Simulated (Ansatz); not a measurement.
**SiC3: geometry relaxation (part 2 of 2)**

The same run, continued: SiC3 (R3m, 4 atoms in the cell); DFT, r2SCAN, plane waves, PAW, no spin polarisation (Ansatz 0.2.0); cutoff 500 eV, 10×10×10 k-mesh, Fermi–Dirac smearing of 0.02 eV. The structure was built on a prototype by a generator. The geometry comes from this level: PBE.

Geometry of the input (Å; fractional positions):
```
1.4192  0.8194  4.6942
-1.4192  0.8194  4.6942
0.0000  -1.6387  4.6942
C  1.0086  0.0086  0.0086
C  0.4884  0.4884  0.4884
C  0.3791  0.3791  0.3791
Si 0.8739  0.8739  0.8739
```

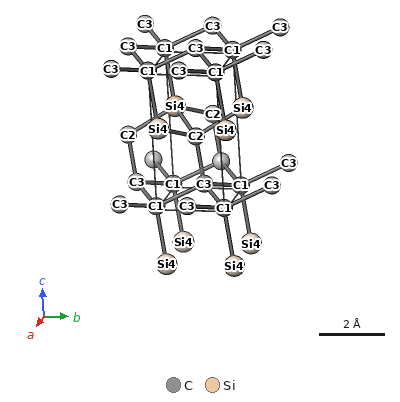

Figure 1. The geometry at step 3 of the log (ball-and-stick view of the reduced cell, seen slightly off an axis; neighbours outside the cell are drawn fainter; atoms are numbered from 1 in the order of the input).

**Output, continued**
```
SCF iter   1: F=—  HF=-1392.134440 eV  |F-HF|=—  |Δ(HF+E_count)|=         —  Δρ=1.47e-4  dr2=9.76e-6  dr2_τ=5.62e-6  ethr=6.06e-8  ⟨swp⟩=1.3  Hψ=9599  notcnv=0
automatic band count: iteration 1 solves 11 bands in place of 12: the levels show a gap, and the empty bands left out lie too high to hold charge; the band table lists the bands solved (type scf.n_extra_bands for more)
preconditioner: auto → none  [insulator: Δε(μ)=1.879 eV  Ē_g=13.349 eV  σ=0.020 eV  W_gap=1.00  n_scr=2 (ndim 8)  ℏωp=26.1 eV  f_vac=0.000  D(μ)=0.00/eV (n_scr^D=0)  ε∞_Penn≈4.8]
SCF iter   2: F=—  HF=-1392.134440 eV  |F-HF|=—  |Δ(HF+E_count)|=   1.85e-7  Δρ=6.61e-5  dr2=2.75e-6  dr2_τ=3.05e-7  ethr=6.06e-8  ⟨swp⟩=2.1  Hψ=2078  notcnv=0
SCF iter   3: F=—  HF=-1392.134439 eV  |F-HF|=—  |Δ(HF+E_count)|=   6.81e-7  Δρ=3.07e-5  dr2=1.56e-7  dr2_τ=1.12e-8  ethr=1.72e-8  ⟨swp⟩=2.1  Hψ=1891  notcnv=0
SCF iter   4: F=—  HF=-1392.134439 eV  |F-HF|=—  |Δ(HF+E_count)|=   3.32e-8  Δρ=8.60e-6  dr2=1.69e-8  dr2_τ=2.89e-9  ethr=9.75e-10  ⟨swp⟩=2.7  Hψ=2284  notcnv=0
SCF iter   5: F=-1392.134439 eV  HF=-1392.134439 eV  |F-HF|=1.81e-10  |Δ(HF+E_count)|=   1.32e-9  Δρ=1.86e-6  dr2=4.90e-10  dr2_τ=4.23e-11  ethr=9.11e-11  ⟨swp⟩=5.0  Hψ=4763  notcnv=0
SCF 6 converged in 5 iterations: F = -1392.134439 eV  dr2 = 4.90e-10
relax step   6: F+E_penalty+E_count = -1392.13443926 eV  Δ(F+E_penalty+E_count) = -9.372e-6 eV  max|allowed force component| = 6.566e-3 eV/Å  Δτ_max = 0.0004 Å  P = -0.002 GPa  Ω = 32.412 Å³  energy of the carried Pulay correction = +6.267e-5 eV  (5 SCF iters, dr2 threshold 1.46e-8 eV, accepted)
Crystal: 4 atoms, lattice volume = 32.411 Å³
iter 1 solved again at ethr=1.28e-9 eV; its pass at ethr=3.10e-3 eV (dr2=2.05e-7 eV) is discarded
SCF iter   1: F=—  HF=-1392.134440 eV  |F-HF|=—  |Δ(HF+E_count)|=         —  Δρ=2.55e-5  dr2=1.90e-7  dr2_τ=1.17e-7  ethr=1.28e-9  ⟨swp⟩=2.4  Hψ=10066  notcnv=0
automatic band count: iteration 1 solves 11 bands in place of 12: the levels show a gap, and the empty bands left out lie too high to hold charge; the band table lists the bands solved (type scf.n_extra_bands for more)
preconditioner: auto → none  [insulator: Δε(μ)=1.877 eV  Ē_g=13.348 eV  σ=0.020 eV  W_gap=1.00  n_scr=2 (ndim 8)  ℏωp=26.1 eV  f_vac=0.000  D(μ)=0.00/eV (n_scr^D=0)  ε∞_Penn≈4.8]
SCF iter   2: F=—  HF=-1392.134440 eV  |F-HF|=—  |Δ(HF+E_count)|=   2.56e-8  Δρ=1.13e-5  dr2=4.99e-8  dr2_τ=5.43e-9  ethr=1.19e-9  ⟨swp⟩=2.3  Hψ=2065  notcnv=0
SCF iter   3: F=—  HF=-1392.134440 eV  |F-HF|=—  |Δ(HF+E_count)|=   9.58e-9  Δρ=6.26e-6  dr2=7.69e-9  dr2_τ=5.93e-10  ethr=3.12e-10  ⟨swp⟩=2.1  Hψ=1933  notcnv=0
SCF iter   4: F=-1392.134440 eV  HF=-1392.134440 eV  |F-HF|=1.01e-10  |Δ(HF+E_count)|=  5.70e-10  Δρ=2.32e-6  dr2=9.75e-10  dr2_τ=2.75e-11  ethr=1.68e-11  ⟨swp⟩=5.0  Hψ=4886  notcnv=0
SCF 7 converged in 4 iterations: F = -1392.134440 eV  dr2 = 9.75e-10
relax step   7: F+E_penalty+E_count = -1392.13444007 eV  Δ(F+E_penalty+E_count) = -8.180e-7 eV  max|allowed force component| = 2.381e-4 eV/Å  Δτ_max = 0.0001 Å  P = +0.001 GPa  Ω = 32.411 Å³  energy of the carried Pulay correction = +6.280e-5 eV  (4 SCF iters, dr2 threshold 2.69e-9 eV, accepted)
Initial wavefunctions: pseudopotential atomic-orbital guess (no wavefunctions were taken with the density)
iter 1 solved again at ethr=1.36e-7 eV; its pass at ethr=3.10e-3 eV (dr2=2.17e-5 eV) is discarded
SCF iter   1: F=—  HF=-1392.134375 eV  |F-HF|=—  |Δ(HF+E_count)|=         —  Δρ=1.33e-5  dr2=5.73e-9  dr2_τ=1.34e-8  ethr=1.36e-7  ⟨swp⟩=3.2  Hψ=13488  notcnv=0
eigensolver tolerance schedule: the retry pair's looser diagonalisation over-reported the residual by 3794.65 of it (diagonalisation noise at 0.20 of the residual, at the tolerance the schedule requests for it); recorded, not acted on — ethr = c·dr2/N_el stays at c = 1.0e-1
preconditioner: auto → none  [insulator: Δε(μ)=1.877 eV  Ē_g=14.013 eV  σ=0.020 eV  W_gap=1.00  n_scr=2 (ndim 8)  ℏωp=26.1 eV  f_vac=0.000  D(μ)=0.00/eV (n_scr^D=0)  ε∞_Penn≈4.5]
SCF iter   2: F=—  HF=-1392.134374 eV  |F-HF|=—  |Δ(HF+E_count)|=   1.10e-6  Δρ=6.82e-6  dr2=1.51e-9  dr2_τ=9.56e-10  ethr=3.58e-11  ⟨swp⟩=3.0  Hψ=2792  notcnv=0
SCF iter   3: F=—  HF=-1392.134374 eV  |F-HF|=—  |Δ(HF+E_count)|=   9.45e-9  Δρ=1.55e-6  dr2=8.92e-10  dr2_τ=1.27e-10  ethr=9.46e-12  ⟨swp⟩=2.0  Hψ=2320  notcnv=0
SCF iter   4: F=-1392.134374 eV  HF=-1392.134374 eV  |F-HF|=1.46e-11  |Δ(HF+E_count)|=  1.26e-10  Δρ=3.13e-7  dr2=2.79e-11  dr2_τ=3.55e-12  ethr=1.00e-12  ⟨swp⟩=4.0  Hψ=6378  notcnv=0
SCF 8 converged in 4 iterations: F = -1392.134374 eV  dr2 = 2.79e-11
relax step   8: F+E_penalty+E_count = -1392.13437396 eV  Δ(F+E_penalty+E_count) = +6.611e-5 eV  max|allowed force component| = 2.103e-4 eV/Å  Δτ_max = 0.0000 Å  P = +0.003 GPa  Ω = 32.411 Å³  stress off target by 6.57e-3 GPa  SCF on the basis re-selected at this cell (its energy is not comparable with the rows above)  (4 SCF iters)
```

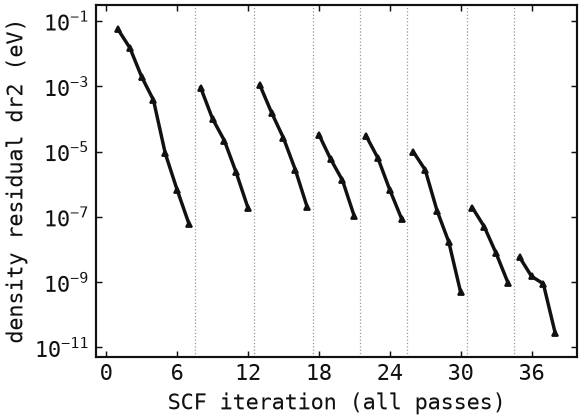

Figure 2. Convergence of the self-consistent field: density residual dr2 against the SCF iteration. The dotted lines part the SCF passes of the relaxation: geometry steps, rejected trials and re-solves on a re-selected basis. The 8 passes take 4 to 7 iterations each, 38 in all.

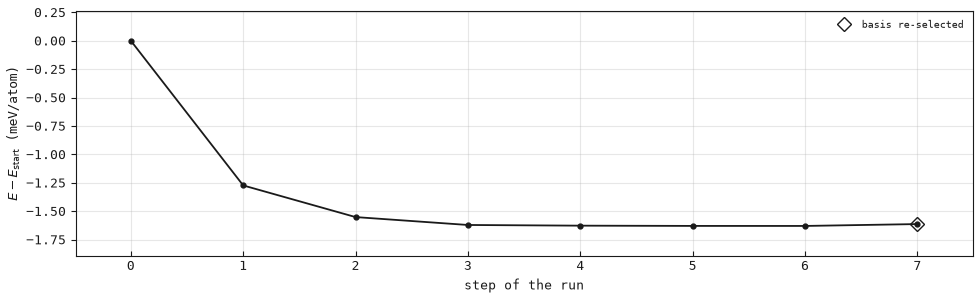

Figure 3. Progress of the relaxation, step by step (the first geometry is step 0 here and step 1 in the log).

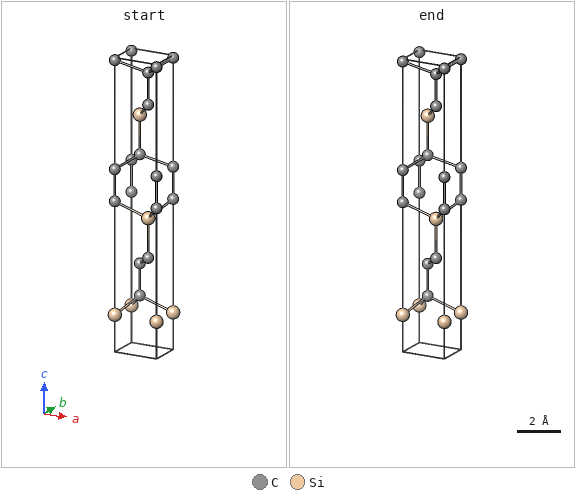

Figure 4. Before (left) and after (right) the relaxation, at one scale (ball-and-stick view of the cell 3 times as large as that of the calculation, set on its symmetry axes, seen slightly off an axis). The energy falls by 1.6 meV per atom in 6 geometry steps. The largest force component goes from 0.36 to 0.00021 eV/Å. The pressure goes from −3.34 to 0.00 GPa. C2 moves most relative to the cell: 0.008 Å. Largest moves by element: C 0.008 Å, Si 0.004 Å. The drawn cell changes as follows: a = b 2.838 → 2.831 Å (−0.3 %), c 14.083 → 14.010 Å (−0.5 %); the volume changes by −1.0 %. Among the contacts that change: C1–Si4 1.897 → 1.886 Å, C2–Si4 1.796 → 1.786 Å. The space group stays R3m (No. 160). A last SCF at the same geometry on a re-selected plane-wave basis shifts the energy by +0.0 meV per atom. (Atoms are counted from 1 in the order of the input.)

```
basis re-selected at this cell: Δ(F+E_penalty+E_count) = +6.611e-5 eV, ΔP = +0.003 GPa vs the last step (what re-selecting the basis moved, of the pressure what is left beyond the Pulay correction that the steps carried, after the strain that the cell walked since its last selection, with what the two solves' SCF thresholds leave and, on support functions, any second-order correction that the steps lacked; it is no measure of the basis error at this ecutwfc). This SCF's stress stands 6.57e-3 GPa from its target on what of the cell is left free (relax.cell.stress_tol is 5.00e-2 GPa) and its largest allowed force component is 2.10e-4 eV/Å (relax.f_tol is 5.00e-3 eV/Å): within both
SCF converged after 4 iterations
Free energy (F): -1392.134374 eV
Harris-Foulkes:  -1392.134374 eV  (|F-HF|=1.46e-11)
Internal energy: -1392.134374 eV  (E = F + TS)
E sigma→0 (E₀):  -1392.134374 eV
Fermi energy:    12.137967 eV
--- Per-component energies (eV) ---
  E_band       = 49.881638
  E_kinetic    = 314.309086
  E_local      = -253.238434  (includes V_loc(G=0)·N_el)
  E_nonlocal   = 103.819007
  E_hartree    = 71.526936
  E_xc         = -195.815289
  E_vxc        = -248.977851  (∫ρ·V_xc dr)
  E_paw        = -821.316414  (= ΣΔE_a)
  E_vpaw       = -21.582852  (= ΣTr[D̂ρ^β])
  E_aug_tail   = 0.000017  (compensation charges beyond the density's cutoff)
  E_vtau       = 12.498772  (kinetic-family band-sum trace: ∫τ·v_τ [+ j·A + Jᵃ·Aᵃ] dr)
  E_ewald      = -611.268529
  E_core_change = -0.150754  (= ΣΔE_core)
  E_smearing   = -0.000000  (= −TS)
  E_closure    = 0.000000  (closes the sum)
  Σ components = -1392.134374   (vs F -1392.134374, Δ=0.00e0)
--- Forces (eV/Å), atoms counted from 1 ---
  atom   1  C     -0.00000000    -0.00000000     0.00007694
  atom   2  C      0.00000000    -0.00000000     0.00016049
  atom   3  C      0.00000000     0.00000000    -0.00003334
  atom   4  Si     0.00000000     0.00000000    -0.00021232
  max |Σ_I F_I| component: 8.24e-6 eV/Å
--- Stress (GPa, compression-positive) ---
        0.001769       0.000000       0.000000
        0.000000       0.001769      -0.000000
        0.000000      -0.000000       0.006566
  P = ⅓ Tr σ = 0.0034 GPa (0.034 kbar)
--- Relaxed structure (7 steps of the walk, 7 accepted, 1 SCFs on fresh bases) ---
  F+E_penalty+E_count = -1392.13437396 eV   max|allowed force component| = 2.103e-4 eV/Å   (the final SCF, on the basis selected at the relaxed cell)
  cell:  # Å, volume = 32.4111 Å³
    - [1.4154339591461291, 0.8172011772215825, 4.670073431587745]
    - [-1.4154339591461291, 0.8172011772215825, 4.670073431587745]
    - [-1.1930636815974722e-18, -1.6344023547778854, 4.670073431529174]
  atoms:
    - { symbol: C, position: [1.0082378925100117, 0.008237892510011613, 0.008237892510011613] }
    - { symbol: C, position: [0.4889604673552113, 0.4889604673552113, 0.48896046735521137] }
    - { symbol: C, position: [0.3791724033885612, 0.3791724033885612, 0.37917240338856123] }
    - { symbol: Si, position: [0.8736292368462157, 0.8736292368462157, 0.873629236846216] }
```

**Trajectory as extended XYZ (Å, eV, eV/Å), 8 frames, from step=1 to step=8**
```
4
Lattice="1.4192 0.8194 4.6942 -1.4192 0.8194 4.6942 0.0000 -1.6387 4.6942" Properties=species:S:1:pos:R:3:forces:R:3 step=1 energy=-1392.12792 pressure_GPa=-3.34
C     1.4192    0.8194    4.8156    0.0000   0.0000  -0.2344
C     0.0000    0.0000    6.8773    0.0000   0.0000   0.3592
C     0.0000    0.0000    5.3391    0.0000   0.0000   0.1271
Si    0.0000    0.0000   12.3070    0.0000   0.0000  -0.2520
4
Lattice="1.4172 0.8182 4.6829 -1.4172 0.8182 4.6829 0.0000 -1.6364 4.6829" Properties=species:S:1:pos:R:3:forces:R:3 step=2 energy=-1392.13301 pressure_GPa=-1.57
C     1.4172    0.8182    4.7997    0.0000   0.0000  -0.0288
C     0.0000    0.0000    6.8651    0.0000   0.0000   0.1778
C     0.0000    0.0000    5.3287    0.0000   0.0000  -0.0499
Si    0.0000    0.0000   12.2746    0.0000   0.0000  -0.0987
4
Lattice="1.4163 0.8177 4.6620 -1.4163 0.8177 4.6620 0.0000 -1.6353 4.6620" Properties=species:S:1:pos:R:3:forces:R:3 step=3 energy=-1392.13413 pressure_GPa=0.22
C     1.4163    0.8177    4.7783    0.0000   0.0000  -0.0585
C     0.0000    0.0000    6.8384    0.0000   0.0000   0.0385
C     0.0000    0.0000    5.3027    0.0000   0.0000   0.0138
Si    0.0000    0.0000   12.2183    0.0000   0.0000   0.0064
4
Lattice="1.4154 0.8172 4.6695 -1.4154 0.8172 4.6695 0.0000 -1.6343 4.6695" Properties=species:S:1:pos:R:3:forces:R:3 step=4 energy=-1392.13441 pressure_GPa=0.10
C     1.4154    0.8172    4.7844    0.0000   0.0000   0.0323
C     0.0000    0.0000    6.8493    0.0000   0.0000   0.0175
C     0.0000    0.0000    5.3126    0.0000   0.0000  -0.0496
Si    0.0000    0.0000   12.2382    0.0000   0.0000   0.0001
4
Lattice="1.4156 0.8173 4.6700 -1.4156 0.8173 4.6700 0.0000 -1.6346 4.6700" Properties=species:S:1:pos:R:3:forces:R:3 step=5 energy=-1392.13443 pressure_GPa=-0.06
C     1.4156    0.8173    4.7851    0.0000   0.0000   0.0124
C     0.0000    0.0000    6.8507    0.0000   0.0000  -0.0137
C     0.0000    0.0000    5.3119    0.0000   0.0000   0.0111
Si    0.0000    0.0000   12.2397    0.0000   0.0000  -0.0098
4
Lattice="1.4154 0.8172 4.6702 -1.4154 0.8172 4.6702 0.0000 -1.6344 4.6702" Properties=species:S:1:pos:R:3:forces:R:3 step=6 energy=-1392.13444 pressure_GPa=-0.00
C     1.4154    0.8172    4.7857    0.0000   0.0000  -0.0046
C     0.0000    0.0000    6.8506    0.0000   0.0000  -0.0019
C     0.0000    0.0000    5.3124    0.0000   0.0000  -0.0001
Si    0.0000    0.0000   12.2399    0.0000   0.0000   0.0066
4
Lattice="1.4154 0.8172 4.6701 -1.4154 0.8172 4.6701 0.0000 -1.6344 4.6701" Properties=species:S:1:pos:R:3:forces:R:3 step=7 energy=-1392.13444 pressure_GPa=0.00
C     1.4154    0.8172    4.7855    0.0000   0.0000   0.0001
C     0.0000    0.0000    6.8504    0.0000   0.0000   0.0001
C     0.0000    0.0000    5.3123    0.0000   0.0000   0.0001
Si    0.0000    0.0000   12.2397    0.0000   0.0000  -0.0002
4
Lattice="1.4154 0.8172 4.6701 -1.4154 0.8172 4.6701 0.0000 -1.6344 4.6701" Properties=species:S:1:pos:R:3:forces:R:3 step=8 energy=-1392.13437 pressure_GPa=0.00
C     1.4154    0.8172    4.7855    0.0000   0.0000   0.0001
C     0.0000    0.0000    6.8504    0.0000   0.0000   0.0002
C     0.0000    0.0000    5.3123    0.0000   0.0000   0.0000
Si    0.0000    0.0000   12.2397    0.0000   0.0000  -0.0002
```
